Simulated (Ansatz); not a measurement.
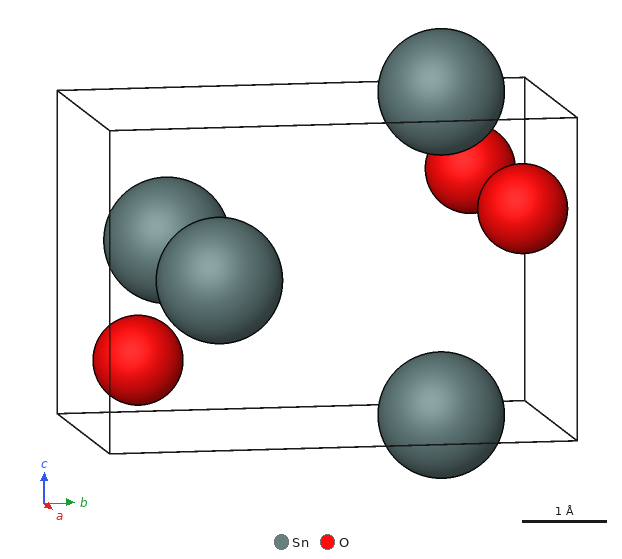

View slightly off an axis, drawn as a spheres-only model. Thin lines show the simulation cell, with boundary atoms drawn in all their periodic places.

Input used:
```yaml
crystal:
  lattice:
    - [3.3456675442, 0.0, 0.0]
    - [0.0, 5.7118506765, 0.0]
    - [0.0, 0.0, 3.9213719742]
  atoms:
    - { symbol: Sn, position: [0.0, 0.234737235, 0.5269391839] }
    - { symbol: Sn, position: [0.5, 0.765262765, 0.0269391839] }
    - { symbol: O, position: [0.0, 0.883358093, 0.7230618161] }
    - { symbol: O, position: [0.5, 0.116641907, 0.2230618161] }
basis:
  ecutwfc: 420
kpoints:
  mp_grid: { grid: [8, 6, 6] }
  band_path:
    path:
      - [[0.0, 0.0, 0.0], [0.5, 0.0, 0.0], [0.5, 0.5, 0.0], [0.0, 0.5, 0.0], [0.0, 0.0, 0.0], [0.0, 0.0, 0.5], [0.5, 0.0, 0.5], [0.5, 0.5, 0.5], [0.0, 0.5, 0.5], [0.0, 0.0, 0.5]]
      - [[0.5, 0.0, 0.0], [0.5, 0.0, 0.5]]
      - [[0.0, 0.5, 0.0], [0.0, 0.5, 0.5]]
      - [[0.5, 0.5, 0.0], [0.5, 0.5, 0.5]]
    npoints: 14
hamiltonian:
  xc: lda
scf:
  occupations: { method: gaussian, width: 0.02 }
  n_extra_bands: 10
output:
  forces: true
  stress: true
  eigenvalues: true
  populations: true
  dos: { projected: true, de: 0.02, nscf_kmesh: { grid: [12, 9, 9] } }
  bader: true
```
Run as:
```sh
ansatz run input.yaml --threads 1 --pin off --max-ram 2560MiB --backend cpu --events-out ev --progress --plain --runs-dir out
```

Method used: DFT LDA, scalar-relativistic, plane waves, PAW (Ansatz 0.2.0). It ran with a basis cut at 420 eV, k-grid 8×6×6, Gaussian smearing of 0.02 eV, no spin polarisation.

Question: State the Bader charges by element.

Answer: Sn +1.23 e; O -1.23 e. The transfer is large, as in an ionic solid.

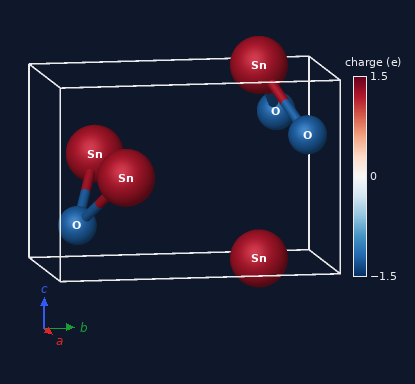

The atoms coloured by those charges.

The cell started as a structure listed in the Materials Project. Earlier steps of the study may have refined or changed the cell and positions. An electronic-structure calculation with Ansatz was run on it.

At this level of theory the cell isn't at rest (stretched, at -5 GPa and forces up to 0.6 eV/Å), so its distances can differ from those at equilibrium, the more so the softer the solid.
